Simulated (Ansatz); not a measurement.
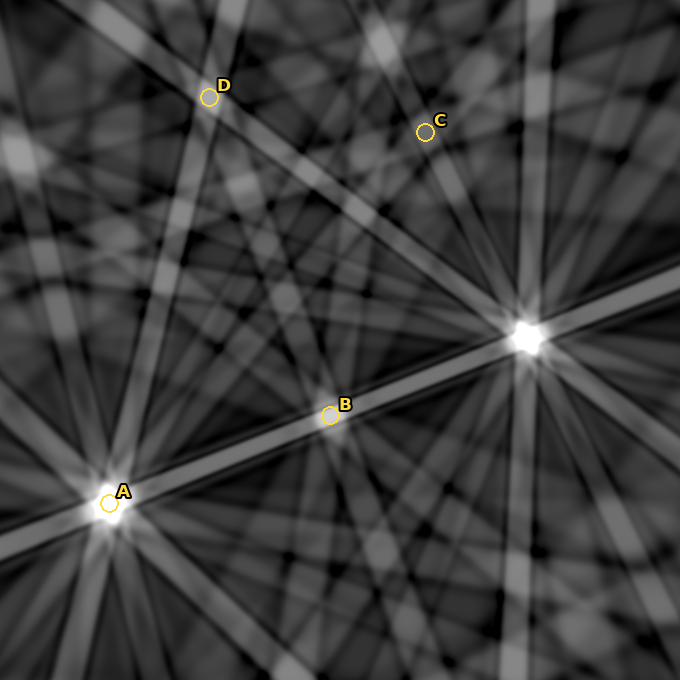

Simulated Kikuchi (electron backscatter) pattern at 15 kV: kinematic bands of width 2θ(Bragg) in gnomonic projection, seen from the camera side; the frame spans ±42° from its centre. Crystal: Ta, space group P6_3/mmc (No. 194), a = 2.86 Å, c = 5.10 Å (hexagonal axes). Structure: coordinates from a relaxation with DFT, PBEsol, plane waves (420 eV) with PAW, scalar-relativistic in Ansatz 0.2.0; the starting structure was generated, so it need not be a known form of this composition.

Pole A is [100] and pole B is [210].

### Index the poles C and D.

C is [331], 64.5° from A and 41.9° from B. D is [211], 52.9° from A and 45.8° from B.

### Which band joins A and B, and how wide is it?

It comes from the planes common to both zones. The strongest order is 0 0 2 with d = 2.551 Å, so the band is 2θ = 2.2° wide (λ = 0.0994 Å). Other orders of the same planes (0 0 4) lie on the same centre line with other widths.
